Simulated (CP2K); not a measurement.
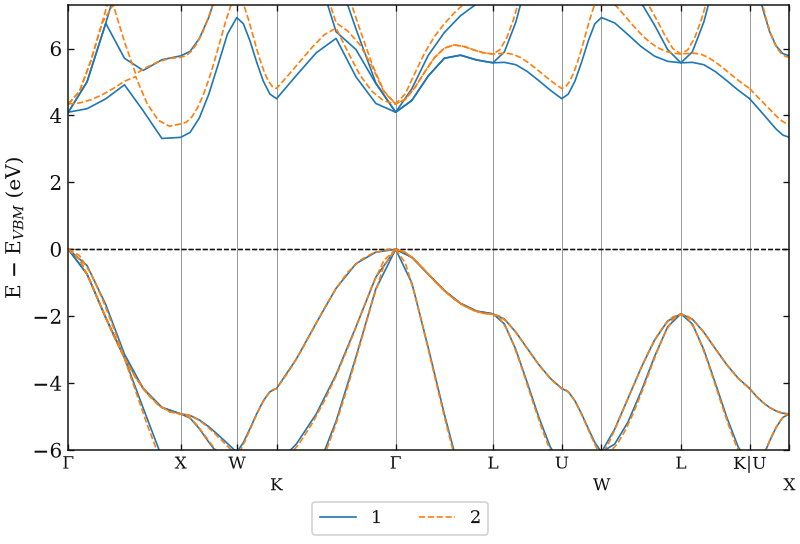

Band structures of antifluorite-type Be₂C, space group Fm-3m, 3 atoms in the primitive cell (cubic a = 4.330 Å), by two methods on the same cell. Each is counted from its own valence-band top.

Which curve is which? The methods: LDA, TB-mBJ.

Answer. 1 is LDA; 2 is TB-mBJ. LDA gives a gap of 3.31 eV along the path and TB-mBJ gives a gap of 3.68 eV along the path.

Settings. LDA: GTH_POTENTIALS C GTH-PADE-q4, Be GTH-PADE-q4; TZVP-MOLOPT-PBE-GTH basis, no spin polarisation, no spin-orbit coupling, 11×11×11 k mesh, Fermi-Dirac smearing of 0.01 eV (CP2K 2026.2). TB-mBJ: POTENTIAL_UZH C GTH-PBE-q4, Be GTH-PBE-q4; TZVP-MOLOPT-PBE-GTH basis, no spin polarisation, no spin-orbit coupling, 11×11×11 k mesh, Fermi-Dirac smearing of 0.01 eV (CP2K 2026.2).

Points of the k mesh that the path doesn't sample narrow the gap to 3.25 eV (LDA). The basis of atomic orbitals isn't converged, which shifts gaps and empty levels. TB-mBJ: this is a model potential without an energy functional, so only levels have meaning. TB-mBJ: the potentials were made for another functional. LDA, GGA and most meta-GGA functionals understate gaps. The cell is at −4 GPa in LDA.
